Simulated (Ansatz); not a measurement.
System BeS (space group P6_3/mmc, No. 194); source of the atomic positions: the input geometry of an electronic-structure calculation (not necessarily at equilibrium); the starting structure was generated, so it need not be a known form of this composition.

```
Be S
1.0
     3.30024    0.00000    0.00000
    -1.65012    2.85809    0.00000
     0.00000    0.00000    5.25522
Be S
2 2
Direct
  0.00000 0.00000 0.00000
  0.00000 0.00000 0.50000
  0.33333 0.66667 0.25000
  0.66667 0.33333 0.75000
```

Describe the stacking along c, with columns A (0, 0), B (1/3, 2/3), C (2/3, 1/3) of the hexagonal mesh.

Be(A) – S(B) – Be(A) – S(C) (four layers in 5.26 Å).

S layers alone: BC, the hexagonal close-packed type.

Be: two octahedral sites in each hexagonal cell.

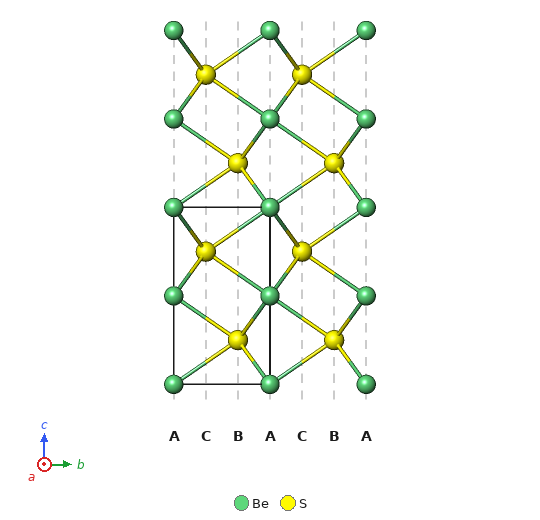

Projection along an edge of the hexagonal mesh, stacking direction c upwards. The dashed lines mark the three columns A (0, 0), B (1/3, 2/3) and C (2/3, 1/3). The sequence starts with the first layer at or above the cell's origin.
